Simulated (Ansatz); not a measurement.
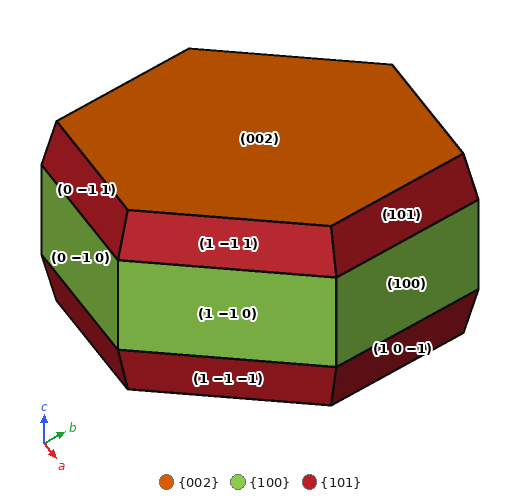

C, space group P6_3/mmc (No. 194), a = 2.508 Å, b = 2.508 Å, c = 8.275 Å, α = 90.00°, β = 90.00°, γ = 120.00°. The shape was computed with the Donnay–Harker form of the Bravais–Friedel law: planes with larger spacing d grow more slowly and so show as larger faces; centring, glide planes and screw axes halve or divide d. Source: the end point of a relaxation with Ansatz, DFT, r2SCAN+rVV10, plane waves, PAW; the starting structure was generated, so it need not be a known form of this composition. Forms under 0.4 % of the area are left out.

> Which form makes up most of the surface, and how much?

{002}, with 2 faces and about 45 % of the area; its spacing is d = 4.138 Å.

> List the forms with their spacings and shares.

```
 form  faces  d (Å)  share of area (%)
{002}      2  4.138               45.3
{100}      6  2.172               27.4
{101}     12  2.101               27.4
```
